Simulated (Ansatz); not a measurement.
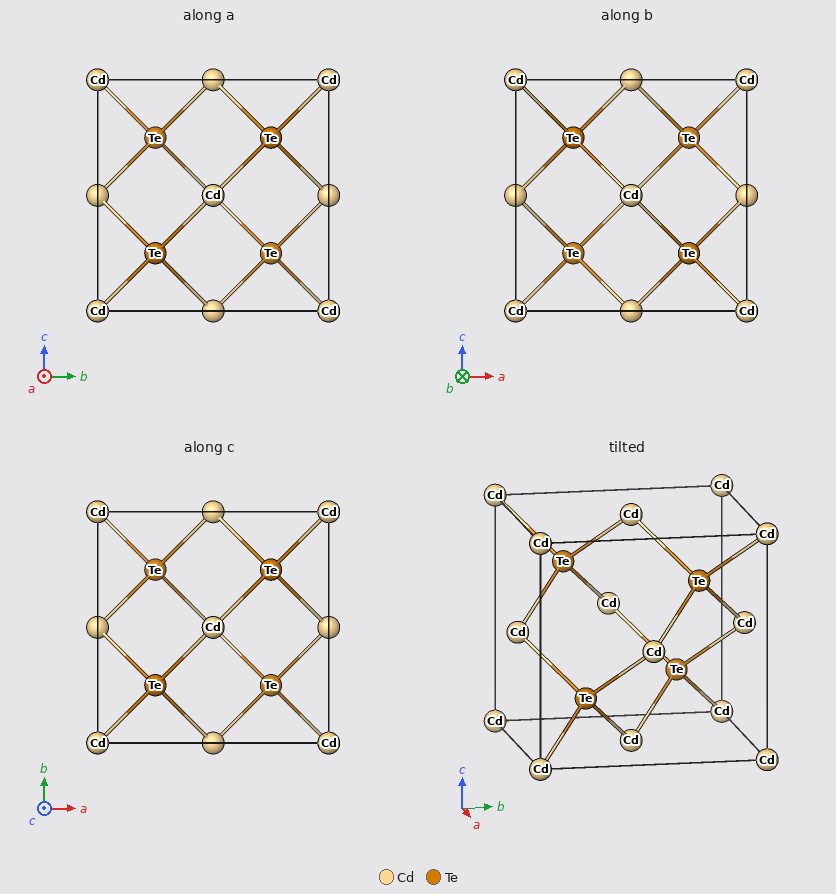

View along the a axis, along the b axis, along the c axis and slightly off an axis, drawn as a ball-and-stick model. The conventional unit cell is outlined; an atom on or near a face, edge or corner is repeated at each equivalent position.

Lattice parameters: a = 6.7070 Å, b = 6.7070 Å, c = 6.7070 Å, α = 90.000°, β = 90.000°, γ = 90.000°.

### Write down what is shown as a CIF in P1 with every atom of the cell.

```cif
data_structure
_symmetry_space_group_name_H-M 'P 1'
_symmetry_Int_Tables_number 1
_cell_length_a 6.7070
_cell_length_b 6.7070
_cell_length_c 6.7070
_cell_angle_alpha 90.000
_cell_angle_beta 90.000
_cell_angle_gamma 90.000
_cell_volume 301.71
loop_
_atom_site_label
_atom_site_type_symbol
_atom_site_fract_x
_atom_site_fract_y
_atom_site_fract_z
_atom_site_occupancy
Cd1 Cd 0.0000 0.0000 0.0000 1
Te1 Te 0.2500 0.2500 0.7500 1
Cd2 Cd 0.0000 0.5000 0.5000 1
Te2 Te 0.2500 0.7500 0.2500 1
Cd3 Cd 0.5000 0.0000 0.5000 1
Te3 Te 0.7500 0.2500 0.2500 1
Cd4 Cd 0.5000 0.5000 0.0000 1
Te4 Te 0.7500 0.7500 0.7500 1
```

Its origin is a structure type known for this compound. The cell was then strained or its atoms displaced on purpose. It was run through Ansatz as a DFT input.
